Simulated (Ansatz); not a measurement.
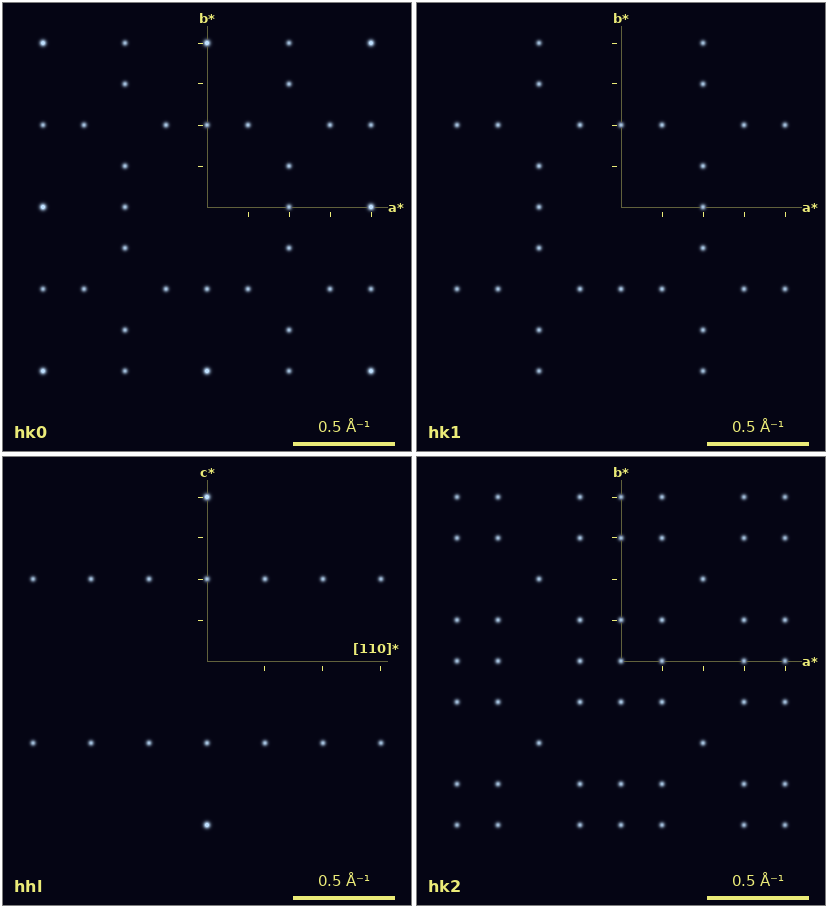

Simulated precession-type sections (neutrons; kinematic intensities, B = 0.5 Å²). The ticks mark integer indices of the conventional cell.

The compound is Ru. Structure: the input geometry of an electronic-structure calculation (not necessarily at equilibrium); the starting structure was generated, so it need not be a known form of this composition.

Q: Read the reciprocal cell and give the direct cell.

A: a* = 0.203, b* = 0.203, c* = 0.203 Å⁻¹; the cell is cubic with a = 4.92 Å.

Q: Which reflection conditions do the layers show?

A: Reflections are present only under these conditions. hkl: no condition; hk0: no condition; hhl: l = 2n; h00: h = 2n. The lattice is primitive (P). Further gaps, such as 0 4 1, 4 0 1, 1 4 0, come from atoms on special positions, not from the group's general conditions. A few very weak reflections are below the display threshold.

Q: Which space groups fit?

A: The intensities have Laue symmetry m-3m (the hk0 layer shows 4mm, hk1 shows 4mm). With these conditions the candidates are P-43n (No. 218), Pm-3n (No. 223). Diffraction geometry alone does not choose among them; the structure has Pm-3n.
